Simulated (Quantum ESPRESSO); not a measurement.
**Single-point calculation of Ta2N (part 2 of 2)**

Ta2N (P-3m1, 3 atoms in the cell); Kohn-Sham DFT of a periodic cell, LDA, GBRV 1.5 LDA, no spin polarisation (Quantum ESPRESSO 7.5); cutoff 761.92 eV, 10×10×6 k-mesh, fermi-dirac of 0.05 eV. The structure derives from a Materials Project entry. The volume is scaled by 1.02.

Geometry of the input (Å; fractional positions):
```
3.1335  0.0000  0.0000
-1.5667  2.7137  0.0000
0.0000  0.0000  4.9021
Ta 0.3333  0.6667  0.2547
Ta 0.6667  0.3333  0.7453
N  0.0000  0.0000  0.0000
```

## Log, continued
```
   -49.8092 -49.8068 -16.7540 -16.7025 -16.2211 -16.2131 -16.1703 -16.1534
     2.4950  10.6194  12.2139  12.8199  15.6304  16.0106  17.0725  18.6492
    19.4328  21.3398  21.5255  22.2120  23.2888  24.6482  25.2274

          k = 0.0000-0.5774 0.0000 (  1988 PWs)   bands (ev):

   -49.8164 -49.7934 -16.7394 -16.5556 -16.4307 -16.3429 -16.1472 -16.1124
     2.5909  10.4621  12.3858  12.5587  14.3775  16.2589  17.4499  20.4799
    20.5935  22.3441  22.6031  22.8691  22.8796  23.0322  24.3142

          k = 0.0000-0.5774 0.1065 (  1990 PWs)   bands (ev):

   -49.8149 -49.7949 -16.7695 -16.6029 -16.3688 -16.3278 -16.1282 -16.1282
     2.5790  10.4648  12.3412  12.6186  14.6175  16.3520  17.2931  19.9581
    20.3063  22.0597  22.2591  22.8160  23.1787  23.9782  24.3822

          k = 0.0000-0.5774 0.2131 (  1996 PWs)   bands (ev):

   -49.8107 -49.7991 -16.7996 -16.6947 -16.2864 -16.2524 -16.1710 -16.1157
     2.5556  10.4658  12.2720  12.7450  15.1971  16.5418  16.9664  19.0350
    19.7290  21.9059  22.1769  22.6904  23.1871  24.7945  24.9727

          k = 0.0000-0.5774-0.3196 (  2004 PWs)   bands (ev):

   -49.8058 -49.8040 -16.7936 -16.7520 -16.2321 -16.2260 -16.1632 -16.1502
     2.5441  10.4637  12.2470  12.8120  15.5884  16.7074  16.7147  18.5377
    19.4598  21.9208  22.1789  22.6143  23.0325  25.0549  25.3806

          k = 0.1000 0.1732 0.0000 (  1975 PWs)   bands (ev):

   -49.8589 -49.7979 -16.7458 -16.2970 -16.2587 -16.1558 -16.0691 -15.9628
     2.0179  11.1677  11.5805  12.8321  15.0371  16.5275  17.6343  18.4989
    19.0082  19.4583  20.6736  20.8149  21.8107  23.3370  24.8453

          k = 0.1000 0.1732 0.1065 (  1979 PWs)   bands (ev):

   -49.8548 -49.8020 -16.7076 -16.2800 -16.2609 -16.1741 -16.0791 -15.9924
     2.0459  10.9747  11.7820  12.7943  15.1356  16.4521  17.8397  18.1266
    19.0095  19.7556  20.5945  21.1693  22.0833  22.5714  24.3463

          k = 0.1000 0.1732 0.2131 (  1979 PWs)   bands (ev):

   -49.8438 -49.8130 -16.6044 -16.3211 -16.2273 -16.1811 -16.1064 -16.0637
     2.1024  10.7393  12.0269  12.7384  15.4064  16.3885  17.2662  18.3237
    19.1605  20.3320  20.8592  21.2003  21.7526  22.6642  23.1337

          k = 0.1000 0.1732-0.3196 (  1990 PWs)   bands (ev):

   -49.8308 -49.8261 -16.4958 -16.4185 -16.1692 -16.1607 -16.1406 -16.1240
     2.1310  10.6453  12.1225  12.7174  15.6257  16.4561  16.7820  18.2768
    19.9193  20.2876  20.5721  21.2279  21.9694  22.1385  23.7054

          k = 0.1000 0.2887 0.0000 (  1985 PWs)   bands (ev):

   -49.8444 -49.7944 -16.6530 -16.4458 -16.3752 -16.2337 -16.1008 -16.0090
     2.2736  11.0209  11.7750  12.7086  15.2671  15.9185  17.0210  18.8617
    19.6664  20.5655  20.9439  21.7680  22.9530  23.2173  24.2845

          k = 0.1000 0.2887 0.1065 (  1988 PWs)   bands (ev):

   -49.8411 -49.7977 -16.6606 -16.4150 -16.3637 -16.2399 -16.1173 -16.0227
     2.2689  11.2642  11.6780  12.7068  15.2388  15.9603  17.1815  18.2372
    19.5291  20.5199  21.1349  21.7976  22.3582  23.5082  24.8018

          k = 0.1000 0.2887 0.2131 (  1991 PWs)   bands (ev):

   -49.8321 -49.8068 -16.6408 -16.4526 -16.2790 -16.2316 -16.1508 -16.0679
     2.2835  11.4716  11.5764  12.6555  15.2696  16.1632  17.3470  17.8742
    19.3257  20.5954  21.0188  21.7612  22.0359  24.0178  24.2051

          k = 0.1000 0.2887-0.3196 (  1986 PWs)   bands (ev):

   -49.8214 -49.8175 -16.5942 -16.5185 -16.2208 -16.2070 -16.1499 -16.1344
     2.3029  11.2203  11.7707  12.6251  15.4792  16.2793  16.7738  18.6169
    19.5637  20.0803  21.1046  21.6179  22.2223  23.1512  24.5723

          k = 0.1000 0.4041 0.0000 (  1985 PWs)   bands (ev):

   -49.8284 -49.7925 -16.6195 -16.5265 -16.4719 -16.3146 -16.1289 -16.0765
     2.4848  10.7232  12.2356  12.5567  14.9150  16.0122  16.8760  19.5593
    20.4443  21.1719  21.7967  22.2697  23.0986  23.7287  24.3892

          k = 0.1000 0.4041 0.1065 (  1994 PWs)   bands (ev):

   -49.8260 -49.7949 -16.6893 -16.5118 -16.4057 -16.3074 -16.1514 -16.0710
     2.4590  10.9537  12.2167  12.5595  15.1144  15.8614  16.8149  18.7639
    20.1455  21.2090  21.7927  22.1692  22.8971  24.4830  24.7552

          k = 0.1000 0.4041 0.2131 (  1993 PWs)   bands (ev):

   -49.8195 -49.8014 -16.7234 -16.5764 -16.3133 -16.2497 -16.1893 -16.0823
     2.4491  11.0841  12.1577  12.5169  15.3405  16.0904  17.1842  17.8269
    19.8924  20.8091  21.5673  22.4711  22.6824  24.6697  25.1559

          k = 0.1000 0.4041-0.3196 (  1998 PWs)   bands (ev):

   -49.8119 -49.8091 -16.7003 -16.6418 -16.2646 -16.2548 -16.1422 -16.1301
     2.4648  10.9276  12.1289  12.5287  15.7142  16.0929  17.0399  18.3166
    19.8230  20.3020  21.6092  22.3105  22.9774  24.1460  25.0987

          k = 0.1000 0.5196 0.0000 (  1990 PWs)   bands (ev):

   -49.8164 -49.7933 -16.7129 -16.5329 -16.4322 -16.3628 -16.1473 -16.1441
     2.5905  10.6251  12.4098  12.4530  14.6386  16.1747  17.1088  20.1765
    20.5949  21.8509  22.4635  22.6191  23.2067  23.2834  24.7835

          k = 0.1000 0.5196 0.1065 (  1993 PWs)   bands (ev):

   -49.8149 -49.7949 -16.7481 -16.5751 -16.3952 -16.3185 -16.1773 -16.1150
     2.5722  10.7010  12.3699  12.4976  14.9115  16.1139  16.9982  19.3695
    20.5494  21.7324  22.3912  22.5009  23.1820  23.8734  25.2526

          k = 0.1000 0.5196 0.2131 (  1996 PWs)   bands (ev):

   -49.8107 -49.7991 -16.7794 -16.6608 -16.3475 -16.2295 -16.2090 -16.0977
     2.5571  10.7044  12.3251  12.4907  15.4882  16.3072  17.0427  18.2694
    20.3533  21.3135  22.0165  22.7059  23.1536  24.5635  25.7661

          k = 0.1000 0.5196-0.3196 (  1996 PWs)   bands (ev):

   -49.8058 -49.8040 -16.7653 -16.7244 -16.2901 -16.2853 -16.1315 -16.1247
     2.5604  10.6224  12.2949  12.4886  15.8557  16.5070  17.1353  17.8667
    20.2960  20.9369  21.8657  22.9028  23.1523  24.6827  25.9371

          k = 0.2000 0.3464 0.0000 (  1987 PWs)   bands (ev):

   -49.8302 -49.7926 -16.5750 -16.5180 -16.4934 -16.2830 -16.1707 -16.0669
     2.4648  10.9024  12.2061  12.4592  15.4326  15.6138  16.6161  19.3696
    20.2186  21.3506  21.7708  21.8355  23.5788  23.7702  23.8213

          k = 0.2000 0.3464 0.1065 (  1994 PWs)   bands (ev):

   -49.8277 -49.7951 -16.6248 -16.5434 -16.3910 -16.3072 -16.1828 -16.0571
     2.4632  10.9870  12.1473  12.3984  15.5314  15.7615  16.7464  18.8520
    20.1975  21.0536  21.8882  21.9333  23.1430  24.0794  24.1504

          k = 0.2000 0.3464 0.2131 (  1992 PWs)   bands (ev):

   -49.8209 -49.8019 -16.6624 -16.5744 -16.3229 -16.2847 -16.1952 -16.0653
     2.4601  11.1999  11.9244  12.3663  15.8356  15.9384  17.0388  18.1965
    19.8375  20.4586  22.0155  22.3261  22.7354  23.8663  24.7080

          k = 0.2000 0.3464-0.3196 (  1992 PWs)   bands (ev):

   -49.8129 -49.8099 -16.6645 -16.6026 -16.2976 -16.2938 -16.1283 -16.1174
     2.4586  11.3646  11.7563  12.3593  15.8515  16.3568  16.7901  18.4154
    19.2255  20.2397  22.2408  22.4491  22.8209  23.2842  25.1138

          k = 0.2000 0.4619 0.0000 (  1998 PWs)   bands (ev):

   -49.8165 -49.7933 -16.6534 -16.5171 -16.4338 -16.3693 -16.2226 -16.1422
     2.5898  10.9484  12.2169  12.4838  15.2440  15.9120  16.5028  19.7173
    20.8625  21.3081  21.7319  22.4004  23.3873  24.2023  25.1084

          k = 0.2000 0.4619 0.1065 (  2003 PWs)   bands (ev):

   -49.8150 -49.7948 -16.6789 -16.5657 -16.4086 -16.3311 -16.2409 -16.1105
     2.5825  11.0216  12.1311  12.4673  15.4801  15.9671  16.5203  19.1826
    20.6682  21.1769  21.8654  22.5445  23.2402  24.1560  25.5650

          k = 0.2000 0.4619 0.2131 (  1992 PWs)   bands (ev):

   -49.8107 -49.7990 -16.7123 -16.6209 -16.4143 -16.3148 -16.1864 -16.0819
     2.5810  11.0783  11.9306  12.4170  15.9295  16.3031  16.8557  18.2368
    20.1167  20.8758  22.2876  22.4247  23.1977  24.3704  26.0079

          k = 0.2000 0.4619-0.3196 (  1984 PWs)   bands (ev):

   -49.8058 -49.8040 -16.7079 -16.6670 -16.3749 -16.3662 -16.1088 -16.1033
     2.5869  11.0236  11.8660  12.3935  16.2752  16.4836  16.9717  18.1683
    19.4185  20.8125  22.1952  23.0146  23.1503  24.0130  26.2222

          k = 0.2000 0.5774 0.0000 (  1997 PWs)   bands (ev):

   -49.8095 -49.7953 -16.6924 -16.5010 -16.4287 -16.3705 -16.2398 -16.1936
     2.6301  11.0006  12.1117  12.5672  15.1376  16.0727  16.6018  19.9264
    20.6334  21.4442  22.2492  22.2980  22.8669  24.6145  25.8200

          k = 0.2000 0.5774 0.1065 (  1998 PWs)   bands (ev):

   -49.8086 -49.7962 -16.7029 -16.5523 -16.4711 -16.2812 -16.2712 -16.1440
     2.6318  10.9584  12.0553  12.5411  15.3535  16.2130  16.6714  19.6291
    20.4895  21.3353  21.8593  22.6063  23.0529  24.3584  26.3719

          k = 0.2000 0.5774 0.2131 (  1993 PWs)   bands (ev):

   -49.8060 -49.7988 -16.7216 -16.6416 -16.4595 -16.3315 -16.1682 -16.0940
     2.6351  10.8904  11.9373  12.4748  15.9211  16.5342  16.8603  18.6548
    20.4688  20.8119  21.8090  22.7565  23.5247  24.1250  26.0705

          k = 0.2000 0.5774-0.3196 (  2004 PWs)   bands (ev):

   -49.8030 -49.8018 -16.7185 -16.6931 -16.4083 -16.3942 -16.1000 -16.0990
     2.6367  10.8635  11.8771  12.4355  16.4463  16.5573  17.1526  17.9097
    20.4424  20.5562  21.7322  22.9548  23.5228  24.3798  25.7674

          k = 0.3000 0.5196 0.0000 (  2007 PWs)   bands (ev):

   -49.8059 -49.7970 -16.6653 -16.4924 -16.4314 -16.3348 -16.3153 -16.2237
     2.6438  11.3233  11.8342  12.6576  15.5118  16.0368  16.2450  19.7257
    20.5070  21.5304  21.6539  22.4365  22.6093  25.3953  26.5671

          k = 0.3000 0.5196 0.1065 (  2004 PWs)   bands (ev):

   -49.8053 -49.7976 -16.6522 -16.5595 -16.4870 -16.3444 -16.2481 -16.1684
     2.6507  11.2670  11.7437  12.6209  15.6997  16.2059  16.3904  19.6530
    20.3531  20.9652  21.7939  22.4716  22.8584  25.0920  26.7860

          k = 0.3000 0.5196 0.2131 (  2002 PWs)   bands (ev):

   -49.8037 -49.7992 -16.6477 -16.6294 -16.5287 -16.4002 -16.1452 -16.1015
     2.6646  11.1779  11.5560  12.5488  16.1543  16.5961  16.7171  19.2966
    19.6165  20.5217  22.1132  22.6041  23.4101  24.5685  25.9716

          k = 0.3000 0.5196-0.3196 (  1986 PWs)   bands (ev):

   -49.8018 -49.8011 -16.6670 -16.6519 -16.4905 -16.4602 -16.0907 -16.0892
     2.6716  11.1470  11.4561  12.5131  16.4557  16.8179  16.9365  18.9838
    19.1393  20.3769  22.2952  22.8764  23.8511  24.1013  25.7212

          k = 0.0000 0.1155-0.1065 (  1974 PWs)   bands (ev):

   -49.8629 -49.8049 -16.7469 -16.2025 -16.1757 -16.1254 -16.0539 -15.9845
     1.8864  10.5833  12.3124  12.7829  14.7907  17.0806  18.0056  18.5724
    18.6100  19.4073  20.5169  20.6812  20.7169  22.8271  24.1198

          k = 0.0000 0.1155-0.2131 (  1980 PWs)   bands (ev):

   -49.8508 -49.8171 -16.6072 -16.2257 -16.1702 -16.1539 -16.0760 -16.0700
     1.9758  10.2933  12.4472  12.7147  15.3432  16.6883  17.4346  18.1640
    19.4965  20.3181  20.7558  20.9602  21.3704  21.8175  22.7540

          k = 0.0000 0.2309-0.1065 (  1977 PWs)   bands (ev):

   -49.8511 -49.8007 -16.6857 -16.3386 -16.2711 -16.2222 -16.0705 -15.9966
     2.1265  10.9334  11.6937  12.7471  15.3365  16.2433  17.4570  19.0189
    19.2643  19.5724  20.8311  21.6396  21.9435  22.8488  23.5242

          k = 0.0000 0.2309-0.2131 (  1988 PWs)   bands (ev):

   -49.8406 -49.8113 -16.5988 -16.3767 -16.2578 -16.1947 -16.0986 -16.0661
     2.1697  10.7740  11.8958  12.7248  15.6507  16.0277  17.1835  18.9273
    19.4736  20.3897  20.5352  21.6872  21.8012  22.4652  22.8617

          k = 0.0000 0.3464-0.1065 (  1984 PWs)   bands (ev):

   -49.8356 -49.7964 -16.6271 -16.5046 -16.4040 -16.2745 -16.0956 -16.0346
     2.3859  10.6147  11.9959  12.6836  14.9988  16.2557  17.3041  19.8570
    19.9771  20.6090  20.7091  22.3061  22.8518  23.2060  23.4048

          k = 0.0000 0.3464-0.2131 (  1988 PWs)   bands (ev):

   -49.8274 -49.8046 -16.6349 -16.5577 -16.3039 -16.2406 -16.1305 -16.0742
     2.3860  10.6978  11.9893  12.7273  15.3721  15.9834  17.2759  19.8635
    19.9406  20.0810  20.7956  21.5143  22.7890  23.3291  23.7398

          k = 0.0000 0.4619-0.1065 (  1989 PWs)   bands (ev):

   -49.8213 -49.7946 -16.7060 -16.5788 -16.4140 -16.3141 -16.1182 -16.0894
     2.5483  10.3957  12.2635  12.6208  14.6500  16.4679  17.4169  20.3062
    20.4497  21.2108  21.7270  22.3239  23.1238  23.5494  24.3359

          k = 0.0000 0.4619-0.2131 (  1999 PWs)   bands (ev):

   -49.8157 -49.8002 -16.7323 -16.6740 -16.2821 -16.2752 -16.1583 -16.0948
     2.5283  10.4372  12.2152  12.7225  15.1384  16.4711  17.2059  19.4252
    20.0780  21.0482  21.4815  22.0807  23.7512  23.9832  24.4565

          k =-0.1000 0.2887-0.1065 (  1988 PWs)   bands (ev):

   -49.8411 -49.7977 -16.6429 -16.4352 -16.3671 -16.2460 -16.1107 -16.0176
     2.2929  10.9450  11.8003  12.6458  15.3513  16.0088  17.2213  18.7778
    19.7094  20.5497  21.0606  21.8894  22.5631  23.1174  23.8017

          k =-0.1000 0.2887-0.2131 (  1991 PWs)   bands (ev):

   -49.8321 -49.8068 -16.6158 -16.4806 -16.2869 -16.2353 -16.1431 -16.0613
     2.3077  11.0268  11.8056  12.6141  15.6911  15.8577  17.1553  18.7418
    19.6006  20.3641  21.1502  21.7482  22.3385  22.8432  23.8091

          k =-0.1000 0.4041-0.1065 (  1994 PWs)   bands (ev):

   -49.8260 -49.7949 -16.6393 -16.5635 -16.4167 -16.3104 -16.1437 -16.0636
     2.5006  10.6094  12.2070  12.5246  14.9835  16.2616  17.1030  19.7463
    20.4616  20.6348  21.6324  22.7401  22.8078  23.6470  24.0171

          k =-0.1000 0.4041-0.2131 (  1993 PWs)   bands (ev):

   -49.8195 -49.8014 -16.6688 -16.6314 -16.3260 -16.2552 -16.1815 -16.0722
     2.4906  10.6934  12.1504  12.5358  15.4207  16.2219  17.1002  19.5323
    19.6619  20.3101  21.8009  22.1949  23.2857  23.5069  24.4418

          k =-0.1000 0.5196-0.1065 (  1993 PWs)   bands (ev):

   -49.8149 -49.7949 -16.7321 -16.5890 -16.4034 -16.3220 -16.1718 -16.1113
     2.5936  10.5486  12.3535  12.4696  14.8179  16.4045  17.1478  19.9900
    20.4095  21.5430  22.0684  22.8357  23.1811  23.7483  24.7887

          k =-0.1000 0.5196-0.2131 (  1996 PWs)   bands (ev):

   -49.8107 -49.7991 -16.7576 -16.6821 -16.3519 -16.2354 -16.2055 -16.0916
     2.5786  10.5437  12.2895  12.5046  15.3716  16.6187  17.0233  18.8399
    20.4271  20.9794  21.9945  22.6831  23.5529  24.0629  25.4801

          k =-0.2000 0.4619-0.1065 (  2003 PWs)   bands (ev):

   -49.8150 -49.7948 -16.6544 -16.5919 -16.4110 -16.3349 -16.2352 -16.1085
     2.5957  10.8934  12.1536  12.4472  15.3971  16.1373  16.6266  19.6355
    20.4665  20.8943  21.9307  22.6965  23.2780  24.3242  25.1290

          k =-0.2000 0.4619-0.2131 (  1992 PWs)   bands (ev):

   -49.8107 -49.7990 -16.6739 -16.6618 -16.4151 -16.3131 -16.1883 -16.0786
     2.5943  10.9141  11.9918  12.4169  15.8992  16.3762  16.7894  19.2934
    19.3260  20.7893  22.2168  23.0580  23.1656  23.9027  25.6631

     the Fermi energy is    18.7672 ev

!    total energy              =    -304.19864943 Ry
     estimated scf accuracy    <          5.0E-10 Ry
     smearing contrib. (-TS)   =      -0.00103101 Ry
     internal energy E=F+TS    =    -304.19761841 Ry

     The total energy is F=E-TS. E is the sum of the following terms:
     one-electron contribution =     -31.80245455 Ry
     hartree contribution      =      32.52438391 Ry
     xc contribution           =     -89.40131931 Ry
     ewald contribution        =    -215.51822846 Ry

     convergence has been achieved in   9 iterations

     negative rho (up, down):  1.971E-01 0.000E+00

     Forces acting on atoms (cartesian axes, Ry/au):

     atom    1 type  1   force =     0.00000000    0.00000000   -0.01994925
     atom    2 type  1   force =     0.00000000    0.00000000    0.01994925
     atom    3 type  2   force =     0.00000000   -0.00000000    0.00000000

     Total force =     0.028212     Total SCF correction =     0.000111

     Computing stress (Cartesian axis) and pressure

     negative rho (up, down):  1.971E-01 0.000E+00
          total   stress  (Ry/bohr**3)                   (kbar)     P=     -191.29
  -0.00130400   0.00000000   0.00000000         -191.83        0.00        0.00
   0.00000000  -0.00130400   0.00000000            0.00     -191.83        0.00
   0.00000000   0.00000000  -0.00129309            0.00        0.00     -190.22

=------------------------------------------------------------------------------=
   JOB DONE.
=------------------------------------------------------------------------------=
```

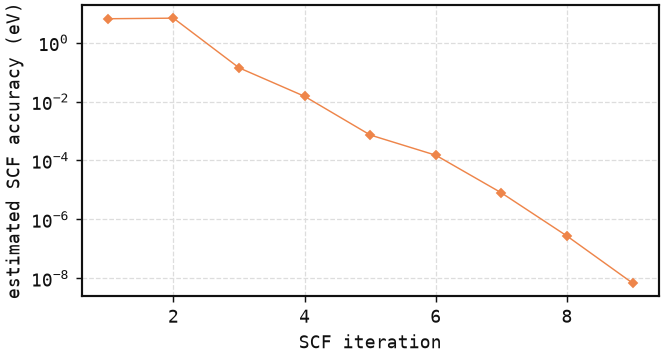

*Convergence of the self-consistent field: estimated SCF accuracy against the iteration.*

The field takes 9 iterations in all.

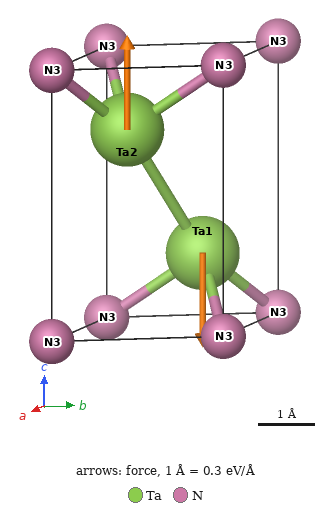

*Forces on the atoms as orange arrows (ball-and-stick view of the cell of the calculation, seen slightly off an axis; atoms are numbered from 1 in the order of the input).*

The largest act on Ta1, Ta2 (0.51 eV/Å). The geometry is not a stationary point of this energy.

## Key numbers

| quantity | value |
| --- | --- |
| outcome | converged |
| space group (tolerance 0.01 Å) | P-3m1 (164) |
| electrons treated | 31 |
| free energy | −4138.8335 eV |
| Fermi energy | 18.767 eV |
| gap on the k-point mesh | none (metallic) |
| pressure | −19.13 GPa |
| largest force (length of the vector) | 0.513 eV/Å |
| hardware | 2 threads of Intel Xeon @ 2.90GHz (Ice Lake), 128 GiB of memory available, shared host |
| wall time | 25 s (CPU time 49 s) |
| peak memory | 0.46 GiB |

## Notes

Notes on the run: negative rho. Spin–orbit coupling is left out, which matters for Ta. The cell holds an odd number of electrons but the run has no spin polarisation, so it comes out as a metal. The cell is under a tension of 19.1 GPa at this level, so it is not at its equilibrium volume.
